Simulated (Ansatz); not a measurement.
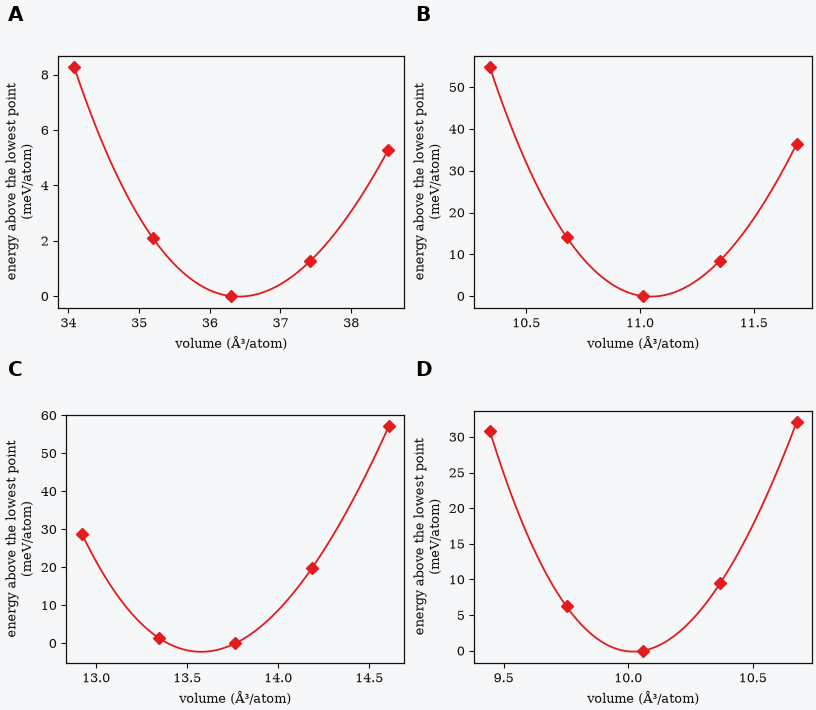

Each panel shows the energy above the lowest point against volume for one of these solids: Co, Fm-3m (No. 225); CsCl, Pm-3m (No. 221); Rh, Fm-3m (No. 225); TaC, Fm-3m (No. 225).

Calculation (Ansatz 0.2.0 development build): equation of state of a cubic crystal from periodic Kohn-Sham density functional theory without spin, third-order Birch-Murnaghan fit to the free energies; pressure corrected for the finite basis. Level: HSE06.

**Which panel belongs to which solid?**

A is CsCl (energy above the lowest point from 0.00 meV/atom to 8.28 meV/atom, V0 36.41 Å³/atom, B0 15.5 GPa); B is TaC (energy above the lowest point from 0.0 meV/atom to 54.8 meV/atom, V0 11.05 Å³/atom, B0 347 GPa); C is Rh (energy above the lowest point from 0.0 meV/atom to 57.1 meV/atom, V0 13.58 Å³/atom, B0 284 GPa); D is Co (energy above the lowest point from 0.0 meV/atom to 32.1 meV/atom, V0 10.02 Å³/atom, B0 269 GPa).

For Co, limits of the calculation: coarse k-mesh, values are not converged in k; cubic model structure, not the ambient form; known magnet treated without spin, far from its ground state.

For Rh, limits of the calculation: coarse k-mesh, values are not converged in k.

For TaC, limits of the calculation: coarse k-mesh, values are not converged in k.
